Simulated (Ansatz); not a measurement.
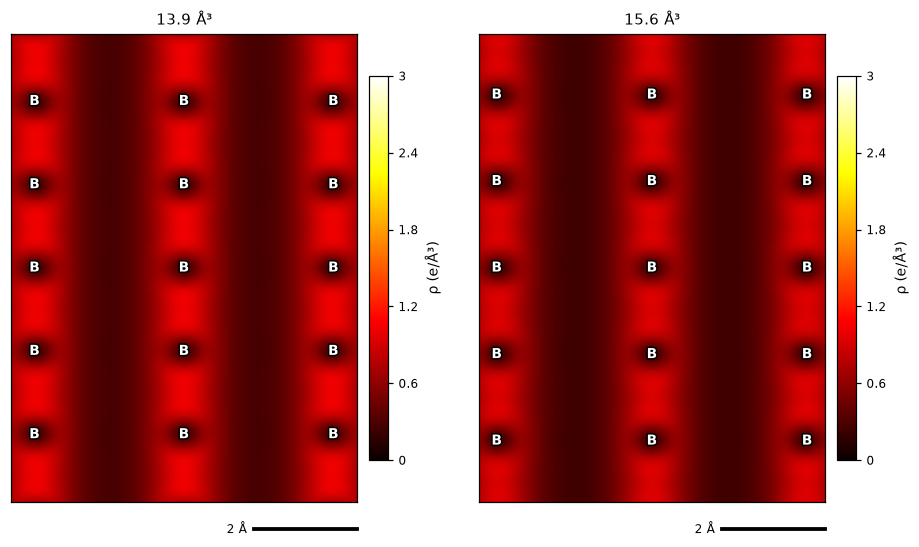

B. The valence charge density (pseudo) of cells scaled evenly to different volumes (given per atom above each panel), on the (11̄0) plane of each (indices in the axes of the cell below), at one length scale and on one colour scale.

A generated structure, not necessarily the stable one.

These are results of DFT, RPBE, plane waves (420 eV) with PAW, scalar-relativistic in Ansatz, not measurements.

Core electrons are frozen (PAW), and the valence fields are smoothed inside the atomic spheres.

The largest cell:

```yaml
crystal:
  lattice:
    - [-4.25678, 4.44672, 0.82938]
    - [4.44672, -4.25678, 0.82938]
    - [2.10386, 2.10386, -0.48149]
  atoms:
    - { symbol: B, position: [0.08596, 0.91404, 0.00000] }
    - { symbol: B, position: [0.66404, 0.33596, 0.50000] }
```

| volume (Å³/atom) | B–B contact in the plane (Å) | ρ at its midpoint (e/Å³) | pressure (GPa) | 
| --- | --- | --- | --- |
| 13.91 | 1.618 | 1.024 | 0.0 | 
| 14.47 | 1.639 | ? | ? | 
| 15.58 | 1.680 | 0.926 | −10.4 | 

**What values belong in the row with question marks?**

Over the known rows ln ρ falls by 1.62 per Å of B–B distance (the line through the two), which gives 0.990 e/Å³ at 1.639 Å; the calculation gives 0.989 e/Å³. For the pressure, a straight line in volume between the neighbouring rows gives −3.5 GPa; the calculation gives −4.1, lower because pressure rises ever faster on compression.
